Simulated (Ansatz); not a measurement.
The calculation's input:

```
crystal:
  lattice:
    - [4.8142966971, -2.8e-09, 0.0]
    - [-2.4071483461, 4.1693032425, 0.0]
    - [0.0, 0.0, 4.5939567701]
  atoms:
    - { symbol: Si, position: [0.6666666667, 0.3333333333, 0.0] }
    - { symbol: Si, position: [0.3333333333, 0.6666666667, 0.0] }
    - { symbol: Si, position: [0.3553513756, 0.0, 0.5] }
    - { symbol: Si, position: [0.0, 0.3553513756, 0.5] }
    - { symbol: Si, position: [0.6446486244, 0.6446486244, 0.5] }
    - { symbol: Ge, position: [0.0, 0.0, 0.0] }
basis:
  ecutwfc: 420
kpoints:
  mp_grid: { grid: [12, 12, 8] }
  band_path:
    path:
      - [[0.0, 0.0, 0.0], [0.5, 0.0, 0.0], [0.33333333, 0.33333333, 0.0], [0.0, 0.0, 0.0], [0.0, 0.0, 0.5], [0.5, 0.0, 0.5], [0.33333333, 0.33333333, 0.5], [0.0, 0.0, 0.5]]
      - [[0.5, 0.0, 0.5], [0.5, 0.0, 0.0]]
      - [[0.33333333, 0.33333333, 0.5], [0.33333333, 0.33333333, 0.0]]
    npoints: 14
hamiltonian:
  xc: pbe
scf:
  occupations: { method: gaussian, width: 0.1 }
  n_extra_bands: 15
output:
  forces: true
  stress: true
  eigenvalues: true
  populations: true
  dos: { projected: true, de: 0.02, nscf_kmesh: { grid: [15, 15, 10] } }
  bader: true
  write_density: true
  write_potential: true
  elf: true
  volumetric_format: npy
```

Run with:

```sh
ansatz run input.yaml --threads 1 --pin off --max-ram 2560MiB --backend cpu --events-out ev --progress --plain --runs-dir out
```

Below, planes, directions and counts refer to the conventional cell (a = 4.81 Å, b = 4.81 Å, c = 4.59 Å, α = 90.00°, β = 90.00°, γ = 120.00°).

Space group P-62m; a structure generated by program, which may or may not match a known phase.

Computed with Ansatz, DFT PBE, scalar-relativistic, plane waves, PAW.

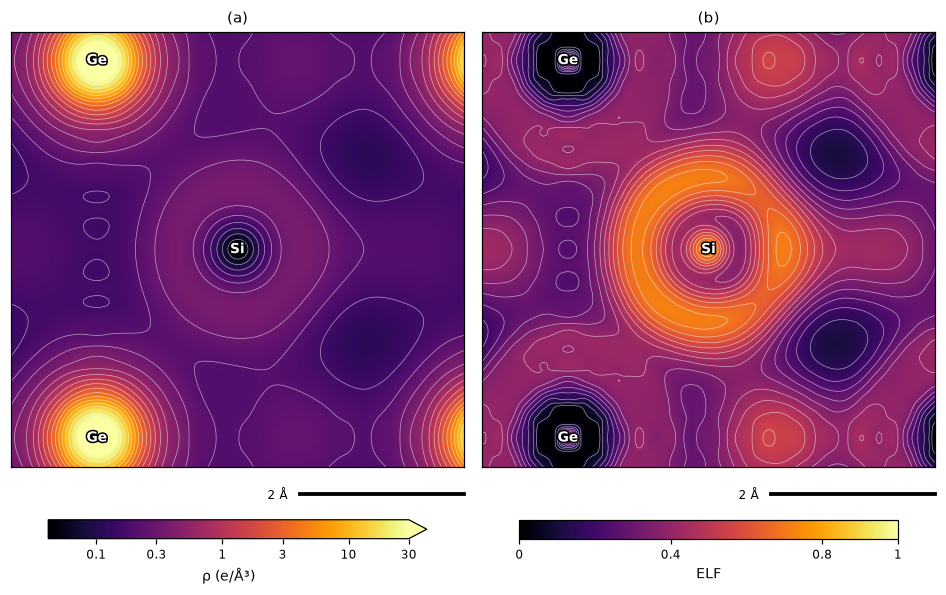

Si₅Ge. (a) valence charge density (pseudo); (b) electron localisation function on the (100) plane of the conventional cell.

Describe what can be read from this map.

Answer.
- Atoms in the plane: Si and Ge.
- Si–Ge (2.86 Å): the density is about 0.23 e/Å³ at the midpoint; the ELF peaks at about 0.70 in the valence shell of Si, 0.9 Å from its nucleus, and is about 0.40 at the midpoint.
- Between the atoms the lowest density in this plane is 0.11 e/Å³.

Does the calculation give a band gap?

Answer. It is gapless in this calculation (a metal or semimetal).
